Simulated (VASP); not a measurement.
Run report: Si, geometry relaxation (part 1 of 2)

System: Si (1 atom in the cell).
Method: Kohn-Sham DFT of a periodic cell, optB88-vdW, VASP PAW PBE potentials, recommended, no spin polarisation (VASP 6.6.1).

The structure derives from a Materials Project entry.

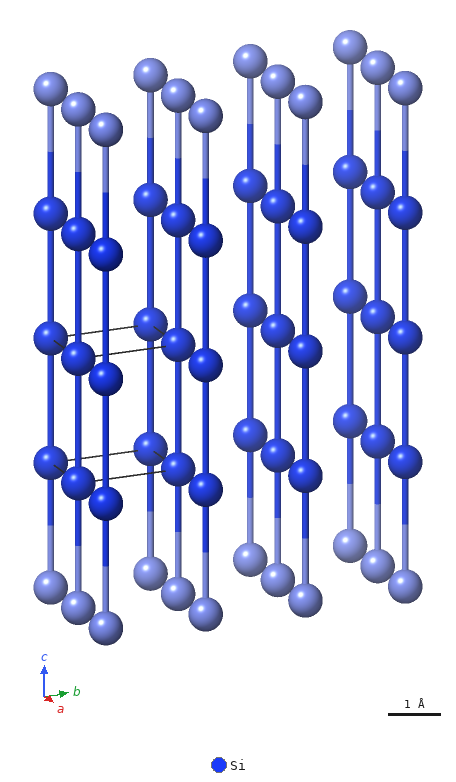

**Figure 1.** The starting structure (ball-and-stick view of the cell of the calculation, repeated 2 × 3 × 2, seen slightly off an axis; neighbours outside the cell are drawn fainter).

### Summary

```csv
quantity,value
outcome,converged
space group (tolerance 0.01 Å),P6/mmm (191)
electrons treated,4
free energy,−3.7506 eV
Fermi energy,8.895 eV
gap on the k-point mesh,none (metallic)
pressure,−0.02 GPa
final volume,15.51 Å³
largest force (length of the vector) at the end,under 0.001 eV/Å
final cell,"a = 2.665 Å, b = 2.665 Å, c = 2.522 Å, α = 90.00°, β = 90.00°, γ = 120.00°"
hardware,"1 thread of Intel Xeon (Sapphire Rapids), 192 GiB of memory available, shared host"
wall time,76 s
peak memory,0.25 GiB
```

The volume changed by more than 5 % on the plane waves of the start, so the result carries a basis error; a second relaxation from the end is advised.

### INCAR
```
  AGGAC = 0.0
  ALGO = Fast
  EDIFF = 1E-6
  EDIFFG = -0.01
  ENCUT = 600
  GGA = BO
  IBRION = 2
  ISIF = 3
  ISMEAR = -1
  LASPH = T
  LCHARG = F
  LREAL = F
  LUSE_VDW = T
  LWAVE = F
  NELM = 60
  NSW = 60
  PARAM1 = 0.1833333333
  PARAM2 = 0.22
  PREC = Accurate
  SIGMA = 0.05
```

### KPOINTS
```
k-points
0
Gamma
  12 12 11
```

### POSCAR
```
Si
1.0
    2.6205428149      0.0000000000      0.0000000000
   -1.3102714075      2.2694566494      0.0000000000
    0.0000000000      0.0000000000      2.4663543900
Si
1
Direct
    0.0000000000      0.0000000000      0.0000000000
```

Command:
```bash
cat potpaw_PBE.64/Si/POTCAR > POTCAR
mpirun -np 1 vasp_std > vasp.out
```

### OSZICAR
```
N       E                     dE             d eps       ncg     rms          rms(c)
DAV:   1     0.821733820711E+00    0.82173E+00   -0.18967E+03  1446   0.575E+02
DAV:   2    -0.366913550952E+01   -0.44909E+01   -0.41676E+01  1914   0.472E+01
DAV:   3    -0.371787819795E+01   -0.48743E-01   -0.48472E-01  1710   0.521E+00
DAV:   4    -0.371798034938E+01   -0.10215E-03   -0.10215E-03  1938   0.259E-01
DAV:   5    -0.371798062215E+01   -0.27277E-06   -0.27294E-06  1782   0.954E-03    0.235E+00
RMM:   6    -0.372792801025E+01   -0.99474E-02   -0.31387E-03  1368   0.486E-01    0.142E+00
RMM:   7    -0.373507115139E+01   -0.71431E-02   -0.80698E-03  1368   0.799E-01    0.114E-01
RMM:   8    -0.373512010648E+01   -0.48955E-04   -0.34787E-04  1368   0.181E-01    0.218E-02
RMM:   9    -0.373512649178E+01   -0.63853E-05   -0.37362E-05  1368   0.578E-02    0.220E-02
RMM:  10    -0.373512763873E+01   -0.11469E-05   -0.64810E-06  1362   0.256E-02    0.614E-03
RMM:  11    -0.373512742076E+01    0.21797E-06   -0.14836E-06  1162   0.101E-02
   1 F= -.37351274E+01 E0= -.37335802E+01  d E =-.373513E+01
       N       E                     dE             d eps       ncg     rms          rms(c)
DAV:   1    -0.376009113851E+01   -0.24963E-01   -0.70981E-01  1500   0.461E+00    0.724E-01
RMM:   2    -0.375211579402E+01    0.79753E-02   -0.64534E-03  1368   0.782E-01    0.425E-01
RMM:   3    -0.374735233112E+01    0.47635E-02   -0.40591E-03  1368   0.466E-01    0.601E-02
RMM:   4    -0.374736926921E+01   -0.16938E-04   -0.25324E-04  1368   0.155E-01    0.733E-02
RMM:   5    -0.374736872490E+01    0.54431E-06   -0.18002E-05  1368   0.447E-02    0.425E-02
RMM:   6    -0.374736314040E+01    0.55845E-05   -0.85364E-06  1368   0.283E-02    0.208E-02
RMM:   7    -0.374736338098E+01   -0.24058E-06   -0.10569E-06  1103   0.101E-02
   2 F= -.37473634E+01 E0= -.37459568E+01  d E =-.122360E-01
       N       E                     dE             d eps       ncg     rms          rms(c)
DAV:   1    -0.375187453722E+01   -0.45114E-02   -0.77298E-02  1512   0.154E+00    0.238E-01
RMM:   2    -0.375100960596E+01    0.86493E-03   -0.67632E-04  1368   0.253E-01    0.138E-01
RMM:   3    -0.375050201456E+01    0.50759E-03   -0.42817E-04  1368   0.152E-01    0.226E-02
RMM:   4    -0.375050441917E+01   -0.24046E-05   -0.26930E-05  1368   0.507E-02    0.276E-02
RMM:   5    -0.375050472511E+01   -0.30594E-06   -0.18058E-06  1254   0.145E-02
   3 F= -.37505047E+01 E0= -.37491882E+01  d E =-.153773E-01
       N       E                     dE             d eps       ncg     rms          rms(c)
DAV:   1    -0.375050170706E+01    0.27121E-05   -0.13796E-04  1920   0.655E-02    0.185E-02
RMM:   2    -0.375050005429E+01    0.16528E-05   -0.13901E-06   939   0.109E-02    0.107E-02
RMM:   3    -0.375049919651E+01    0.85778E-06   -0.84555E-07   873   0.647E-03
   4 F= -.37504992E+01 E0= -.37491815E+01  d E =-.153718E-01
       N       E                     dE             d eps       ncg     rms          rms(c)
DAV:   1    -0.375077016000E+01   -0.27011E-03   -0.95558E-03  1602   0.550E-01    0.626E-02
RMM:   2    -0.375065749254E+01    0.11267E-03   -0.18627E-04  1368   0.119E-01    0.347E-02
RMM:   3    -0.375060482052E+01    0.52672E-04   -0.64321E-05  1368   0.562E-02    0.282E-03
RMM:   4    -0.375060536448E+01   -0.54397E-06   -0.51043E-06  1315   0.211E-02
   5 F= -.37506054E+01 E0= -.37491519E+01  d E =-.106168E-03
       N       E                     dE             d eps       ncg     rms          rms(c)
DAV:   1    -0.375063139086E+01   -0.26570E-04   -0.63921E-04  1536   0.142E-01    0.162E-02
RMM:   2    -0.375062394916E+01    0.74417E-05   -0.12788E-05  1359   0.314E-02    0.904E-03
RMM:   3    -0.375062037085E+01    0.35783E-05   -0.39036E-06  1340   0.141E-02    0.720E-04
RMM:   4    -0.375062041424E+01   -0.43387E-07   -0.24179E-07   776   0.468E-03
   6 F= -.37506204E+01 E0= -.37492086E+01  d E =-.121218E-03
       N       E                     dE             d eps       ncg     rms          rms(c)
DAV:   1    -0.375063142019E+01   -0.11049E-04   -0.24385E-04  1584   0.866E-02    0.135E-02
RMM:   2    -0.375062864094E+01    0.27792E-05   -0.20326E-06  1136   0.140E-02    0.785E-03
RMM:   3    -0.375062682899E+01    0.18120E-05   -0.13114E-06  1052   0.838E-03    0.134E-03
RMM:   4    -0.375062681212E+01    0.16873E-07   -0.74588E-08   715   0.271E-03
   7 F= -.37506268E+01 E0= -.37492190E+01  d E =-.639788E-05
```

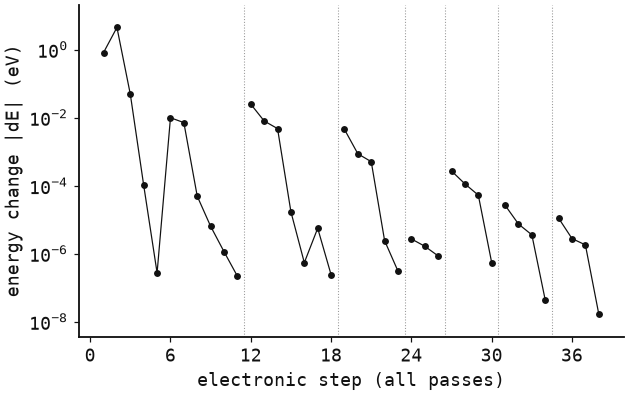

**Figure 2.** Convergence of the self-consistent field: energy change |dE| against the electronic step. Each stretch between dotted lines is the SCF of one geometry step of a relaxation. The 7 ionic steps take 3 to 11 electronic steps each. The density is held fixed in the first few steps, and dE rises again when its update begins.

### Parts of OUTCAR
```
EDIFF = 1E-6
   EDIFFG = -0.01
   ENCUT = 600
   GGA = BO
   IBRION = 2
   ISIF = 3
   ISMEAR = -1
   LASPH = T
   LREAL = F
   NELM = 60
   NSW = 60
   PREC = Accurate

 ion  position               nearest neighbor table
   1  0.000  0.000  0.000-

  LATTYP: Found a hexagonal cell.
 ALAT       =     2.6205428149
 C/A-ratio  =     0.9411616463

  Lattice vectors:

 A1 = (   2.6205428149,   0.0000000000,   0.0000000000)
 A2 = (  -1.3102714075,   2.2694566494,   0.0000000000)
 A3 = (   0.0000000000,   0.0000000000,   2.4663543900)

Analysis of symmetry for initial positions (statically):
=====================================================================
 Subroutine PRICEL returns:
 Original cell was already a primitive cell.

 Routine SETGRP: Setting up the symmetry group for a
 hexagonal supercell.

 Subroutine GETGRP returns: Found 24 space group operations
 (whereof 24 operations were pure point group operations)
 out of a pool of 24 trial point group operations.

The static configuration has the point symmetry D_6h.

Analysis of symmetry for dynamics (positions and initial velocities):
=====================================================================
 Subroutine PRICEL returns:
 Original cell was already a primitive cell.

 Routine SETGRP: Setting up the symmetry group for a
 hexagonal supercell.

 Subroutine GETGRP returns: Found 24 space group operations
 (whereof 24 operations were pure point group operations)
 out of a pool of 24 trial point group operations.

The dynamic configuration has the point symmetry D_6h.

 Subroutine INISYM returns: Found 24 space group operations
 (whereof 24 operations are pure point group operations),
 and found     1 'primitive' translations

----------------------------------------------------------------------------------------

                                     Primitive cell

  volume of cell :      14.6679

  direct lattice vectors                    reciprocal lattice vectors
     2.620542815  0.000000000  0.000000000     0.381600329  0.220317053  0.000000000
    -1.310271407  2.269456649  0.000000000     0.000000000  0.440634105  0.000000000
     0.000000000  0.000000000  2.466354390     0.000000000  0.000000000  0.405456736

  length of vectors
     2.620542815  2.620542815  2.466354390     0.440634105  0.440634105  0.405456736

  position of ions in fractional coordinates (direct lattice)
     0.000000000  0.000000000  0.000000000

  ion indices of the primitive-cell ions
   primitive index   ion index
                 1           1

----------------------------------------------------------------------------------------

 KPOINTS: k-points

Automatic generation of k-mesh.
 Grid dimensions read from file:
 generate k-points for:   12   12   11

 Generating k-lattice:

  Cartesian coordinates                     Fractional coordinates (reciprocal lattice)
     0.031800027  0.018359754  0.000000000     0.083333333  0.000000000  0.000000000
     0.000000000  0.036719509  0.000000000     0.000000000  0.083333333  0.000000000
     0.000000000  0.000000000  0.036859703     0.000000000  0.000000000  0.090909091

  Length of vectors
     0.036719509  0.036719509  0.036859703

  Shift w.r.t. Gamma in fractional coordinates (k-lattice)
     0.000000000  0.000000000  0.000000000

 Subroutine IBZKPT returns following result:
 ===========================================

 Found    114 irreducible k-points:

 Following reciprocal coordinates:
            Coordinates               Weight
  0.000000  0.000000  0.000000      1.000000
  0.083333  0.000000  0.000000      6.000000
  0.166667  0.000000  0.000000      6.000000
  0.250000  0.000000  0.000000      6.000000
  0.333333  0.000000  0.000000      6.000000
  0.416667  0.000000  0.000000      6.000000
  0.500000  0.000000  0.000000      3.000000
  0.083333  0.083333  0.000000      6.000000
  0.166667  0.083333  0.000000     12.000000
  0.250000  0.083333  0.000000     12.000000
  0.333333  0.083333  0.000000     12.000000
  0.416667  0.083333  0.000000     12.000000
  0.166667  0.166667  0.000000      6.000000
  0.250000  0.166667  0.000000     12.000000
  0.333333  0.166667  0.000000     12.000000
  0.416667  0.166667  0.000000      6.000000
  0.250000  0.250000  0.000000      6.000000
  0.333333  0.250000  0.000000     12.000000
  0.333333  0.333333  0.000000      2.000000
  0.000000  0.000000  0.090909      2.000000
  0.083333  0.000000  0.090909     12.000000
  0.166667  0.000000  0.090909     12.000000
  0.250000  0.000000  0.090909     12.000000
  0.333333  0.000000  0.090909     12.000000
 [... further k-points ...]
   k-points           NKPTS =    114   k-points in BZ     NKDIM =    114   number of bands    NBANDS=      6
   number of dos      NEDOS =    301   number of ions     NIONS =      1
   total plane-waves  NPLWV =  11520
   dimension x,y,z NGX =    24 NGY =   24 NGZ =   20
   dimension x,y,z NGXF=    48 NGYF=   48 NGZF=   40
   ions per type =               1
   NGX,Y,Z   is equivalent  to a cutoff of  15.23, 15.23, 13.48 a.u.
   NGXF,Y,Z  is equivalent  to a cutoff of  30.45, 30.45, 26.96 a.u.
 SYSTEM =  unknown system
   PREC   = accura    normal or accurate (medium, high low for compatibility)
   ISTART =      0    job   : 0-new  1-cont  2-samecut
   ICHARG =      2    charge: 1-file 2-atom 10-const
   ISPIN  =      1    spin polarized calculation?
   LNONCOLLINEAR =      F non collinear calculations
   LSORBIT =      F    spin-orbit coupling
   LASPH  =      T    aspherical Exc in radial PAW
   ENCUT  =  600.0 eV  44.10 Ry    6.64 a.u.   5.23  5.23  4.93*2*pi/ulx,y,z
   NELM   =     60;   NELMIN=  2; NELMDL= -5     # of ELM steps
   EDIFF  = 0.1E-05   stopping-criterion for ELM
   LREAL  =      F    real-space projection
   EDIFFG = -.1E-01   stopping-criterion for IOM
   NSW    =     60    number of steps for IOM
   IBRION =      2    ionic relax: 0-MD 1-quasi-New 2-CG
   NFREE  =      1    steps in history (QN), initial steepest desc. (CG)
   ISIF   =      3    stress and relaxation
   ISYM   =      2    0-nonsym 1-usesym 2-fastsym
   POTIM  = 0.5000    time-step for ionic-motion
   TEBEG  =    0.0;   TEEND  =   0.0 temperature during run
   PSTRESS=    0.0 pullay stress
   NELECT =       4.0000    total number of electrons
   NUPDOWN=      -1.0000    fix difference up-down
   EMIN   =  10.00;   EMAX   =-10.00  energy-range for DOS
   EFERMI =   0.00;   METHOD = LEGACY
   ISMEAR =    -1;   SIGMA  =   0.05  broadening in eV -4-tet -1-fermi 0-gaus
   EFERMI_NEDOS =   21; number of points for ismear=-14 and -15
   IALGO  =     68    algorithm
   IMIX   =      4    mixing-type and parameters
     AMIX     =   0.40;   BMIX     =  1.00
     AMIX_MAG =   1.60;   BMIX_MAG =  1.00
  volume/ion in A,a.u.               =      14.67        98.98
  Fermi-wavevector in a.u.,A,eV,Ry     =   1.061627  2.006184 15.334472  1.127052
  Thomas-Fermi vector in A             =   2.197050
   LORBIT       =      0    0 simple, 1 ext, 2 COOP (PROOUT), +10 PAW based schemes
   GGA     = BO    functional components
   LHFCALC =     F    Hartree Fock is set to
   AEXX    =    0.0000 exact exchange contribution
   IVDW_NL    =     1    kernel type
   BPARAM     = 6.3000
   IVDW    =     0    specifies the selected vdW correction
   LEPSILON=     F    determine dielectric tensor
   LRPA    =     F    only Hartree local field effects (RPA)
 conjugate gradient relaxation of ions
 non-spin polarized calculation
 RMM-DIIS sequential band-by-band and
  energy-cutoff  :      600.00
  volume of cell :       14.67
 maximum number of plane-waves:       501
 NGX is ok and might be reduce to    24
   NGX = 11   NGY = 11   NGZ =  9

--------------------------------------- Ionic step        1  -------------------------------------------

 number of electron       4.0000000 magnetization

 Free energy of the ion-electron system (eV)
  ---------------------------------------------------
  ext. energy  EPLUGINS =         0.00000000
  ---------------------------------------------------
  free energy    TOTEN  =        -3.73512742 eV

  energy without entropy =       -3.73203293  energy(sigma->0) =       -3.73358018

------------------------ aborting loop because EDIFF is reached ----------------------------------------

  FORCE on cell =-STRESS in cart. coord.  units (eV):
  Direction    XX          YY          ZZ          XY          YZ          ZX
  --------------------------------------------------------------------------------------
  -------------------------------------------------------------------------------------
  Total        0.4626322      0.4626322      0.7399155     -0.0000000      0.0000000      0.0000000
  in kB       50.5333128     50.5333128     80.8209712     -0.0000000      0.0000000      0.0000000
  external PRESSURE =      60.6291989 kB  Pullay stress =       0.0000000 kB

 VOLUME and BASIS-vectors are now :
 -----------------------------------------------------------------------------
  energy-cutoff  :      600.00
  volume of cell :       14.67
      direct lattice vectors                 reciprocal lattice vectors
     2.620542815  0.000000000  0.000000000     0.381600329  0.220317053  0.000000000
    -1.310271407  2.269456649  0.000000000     0.000000000  0.440634105  0.000000000
     0.000000000  0.000000000  2.466354390     0.000000000  0.000000000  0.405456736

 POSITION                                       TOTAL-FORCE (eV/Angst)
 -----------------------------------------------------------------------------------
      0.00000      0.00000      0.00000        -0.000000      0.000000      0.000000
 -----------------------------------------------------------------------------------
    total drift:                               -0.000000      0.000000      0.000000
```
